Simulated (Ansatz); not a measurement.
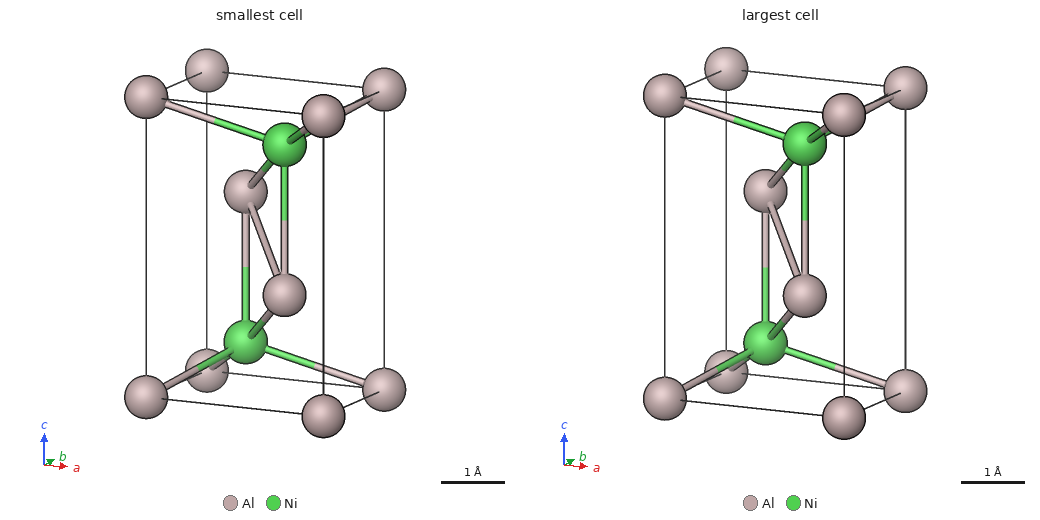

Al₃Ni₂, space group P-3m1 (No. 164), relaxed (cell and atoms, zero pressure) with four choices of dispersion term on top of PBEsol; the smallest and the largest of the relaxed conventional cells are drawn to one scale (sticks follow a distance rule). The start was a structure listed in the Materials Project. It needn't be the stable form of this composition.

Alike in all runs: Ansatz 0.2.0; functional PBEsol; potentials Ansatz PAW; cutoff 420 eV; k mesh 8 × 8 × 6 on the run's cell of 5 atoms; occupations fermi-dirac, width 0.05 eV; collinear spin, ferromagnetic start; no spin-orbit coupling. All runs are metallic.

```tsv
level	volume (Å³/atom)	a (Å)	c (Å)
none	13.48	3.997	4.874
D3(BJ)-ATM	13.15	3.962	4.836
D4	?	?	?
D3(BJ)	13.08	3.955	4.828
```

### What does D4 give?

Volume 13.25 Å³/atom; a 3.972 Å; c 4.847 Å. That is between D3(BJ)-ATM and none in volume.

### Order the levels by the relaxed volume, smallest first.

D3(BJ) (13.08 Å³/atom), D3(BJ)-ATM (13.15 Å³/atom), D4 (13.25 Å³/atom), none (13.48 Å³/atom). Rows within a few tenths of a per cent can't be told apart.

Caveat: the plane-wave basis is chosen anew once the cell has moved, so the energies of steps on either side of that aren't comparable; pairwise dispersion terms can overbind metals strongly.
